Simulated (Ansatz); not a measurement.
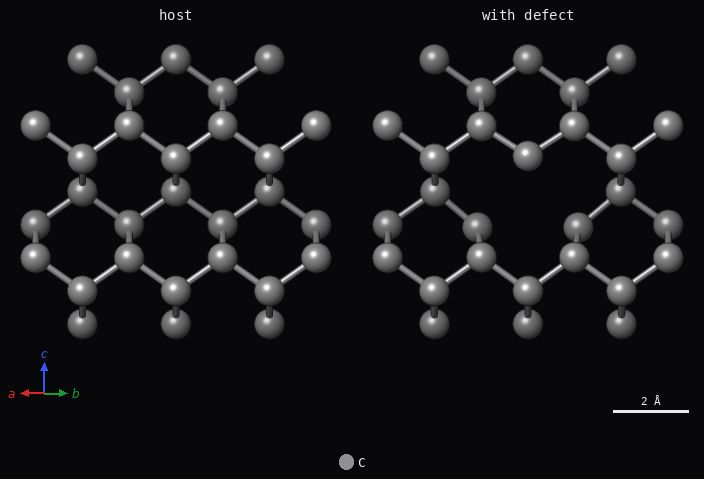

Left: perfect C. Right: the same region with one point defect, after relaxing the atoms in a supercell of 54 sites. The picture is a ball-and-stick view of the atoms within 4.6 Å of one point, in a slice 4.2 Å thick across the line of sight, seen along [110].

Level of theory: DFT, PBE, plane-wave PAW, default files, scalar-relativistic in Ansatz. Settings: plane-wave cutoff 420 eV; k-point mesh 3 × 3 × 3; occupations fermi dirac; smearing width 0.01 eV; collinear spin. The axes drawn are those of the host's conventional cell.

**Which defect is it?**

A carbon atom is taken out (a vacancy).

The charge state of the cell is 0.

**What does the relaxation do around it?**

Around the empty C site the host had 4 C at 1.54 Å; after relaxation the nearest atoms are 4 C at 1.67 Å. Of the host's atoms, a carbon atom moves furthest from its site, by 0.12 Å. The cell's net moment is 0.07 μB. Relaxing the atoms from the host's sites lowers the energy by 0.90 eV.

Limits of the set-up: the periodic images lie only 7.6 Å apart, so the values are limited by the cell's size.
